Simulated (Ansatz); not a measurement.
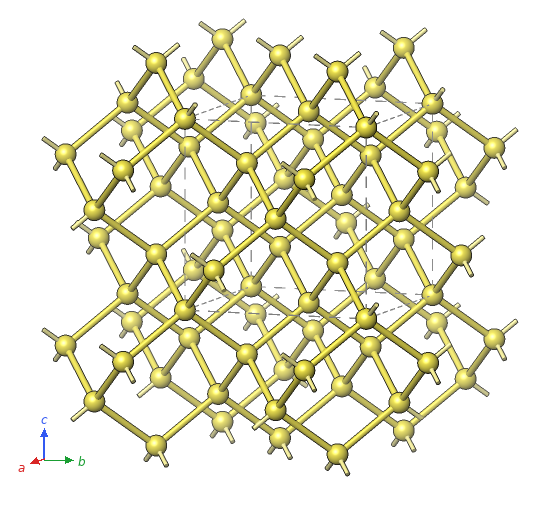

The picture shows a finite piece of the underlying net of a crystal structure, nodes on the atoms' positions. Nodes are coloured by topological kind. Edges to nodes outside the piece are drawn as stubs.

Q: Describe the net.

A: A uninodal 4-connected, three-periodic net. It is the dia net, known from diamond, zinc blende and cristobalite.

Q: Give point symbol and coordination sequence.

A: 6^6, sequence 4, 12, 24, 42, 64, 92.

Where the net comes from. GaAs (space group F-43m, No. 216). Coordinates: a calculation's input that goes back to an entry of the Crystallography Open Database (an earlier step may have relaxed or displaced it). Bonds are taken as As–Ga below 2.8 Å. The graph is simplified in the usual way: terminal and isolated atoms are pruned, two-connected atoms become edges. Ga and As are 4-connected nodes.
